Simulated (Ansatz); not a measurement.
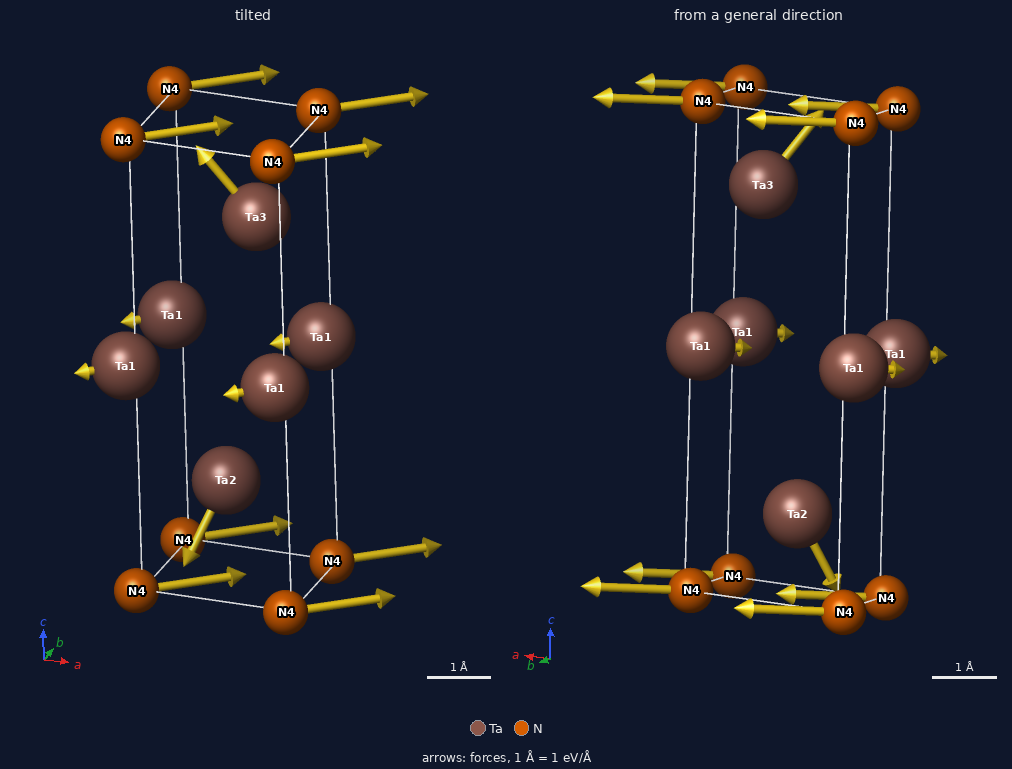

Structure drawing (spheres-only), viewed slightly off an axis and from a general direction. Thin lines show the simulation cell, with boundary atoms drawn in all their periodic places. The arrows are the computed forces on the atoms.

System: Ta$_{3}$N. All computed values are from Ansatz 0.2.0, DFT PBEsol, scalar-relativistic, plane waves, PAW. Settings: a basis cut at 420 eV, a 14×14×6 k-point grid, Gaussian smearing of 0.1 eV, no spin polarisation.

Question: Is the structure at a minimum of the energy?

Answer: No. The atoms still feel forces of up to about 1.5 eV/Å, far above a usual threshold of 0.01 to 0.03 eV/Å.

Question: Which atom has the biggest force on it?

Answer: N4, about 1.5 eV/Å.

The structure was taken from a structure listed in the Materials Project. The cell was then strained or its atoms displaced on purpose. An electronic-structure calculation with Ansatz was run on it.
